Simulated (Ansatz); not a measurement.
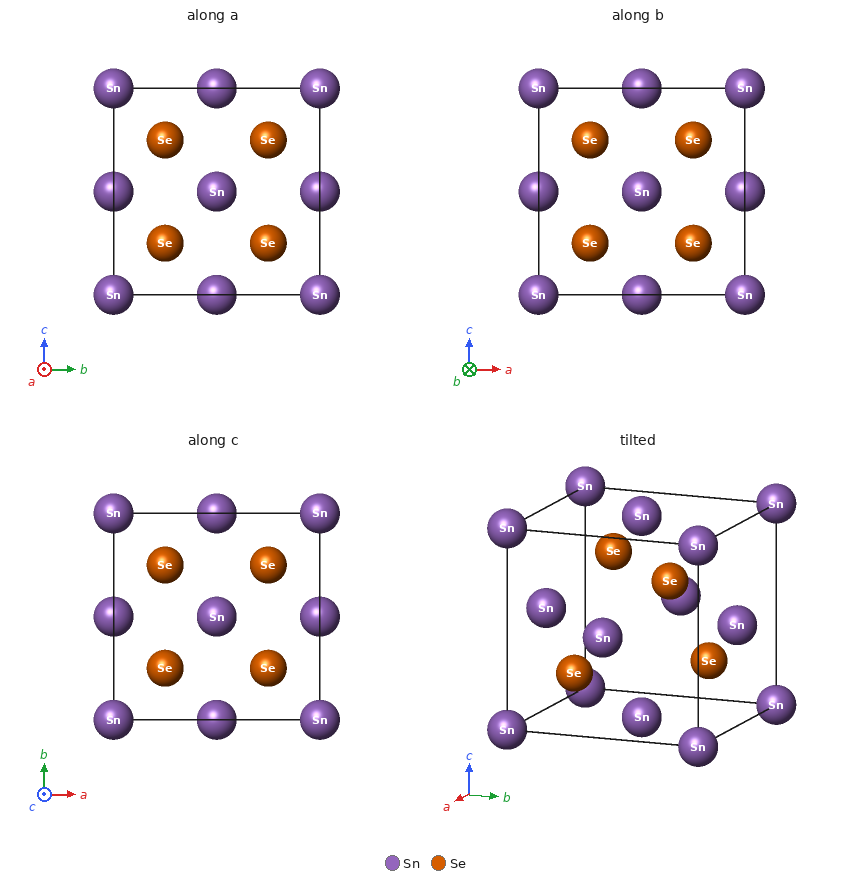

The figure gives a spheres-only picture of the atoms, viewed along the a axis, along the b axis, along the c axis and slightly off an axis. One conventional unit cell is outlined, and atoms on its boundary appear in each equivalent place.

Lattice parameters: a = 6.734 Å, b = 6.734 Å, c = 6.734 Å, α = 90.00°, β = 90.00°, γ = 90.00°. Put a along x and b in the xy plane.

### Record the structure as a POSCAR file.

```
Sn Se
1.0
     6.734    0.000    0.000
     0.000    6.734    0.000
     0.000    0.000    6.734
Sn Se
4 4
Direct
  0.0000 0.0000 0.0000
  0.0000 0.5000 0.5000
  0.5000 0.0000 0.5000
  0.5000 0.5000 0.0000
  0.2500 0.2500 0.7500
  0.2500 0.7500 0.2500
  0.7500 0.2500 0.2500
  0.7500 0.7500 0.7500
```

Origin of the cell: a structure type filled with these elements by a generator (whether the compound takes this form wasn't checked). Earlier steps of the study, as a rule a relaxation of our own, may have changed the cell and positions, so they can lie some per cent off the listed ones. It was run through Ansatz as a DFT input.
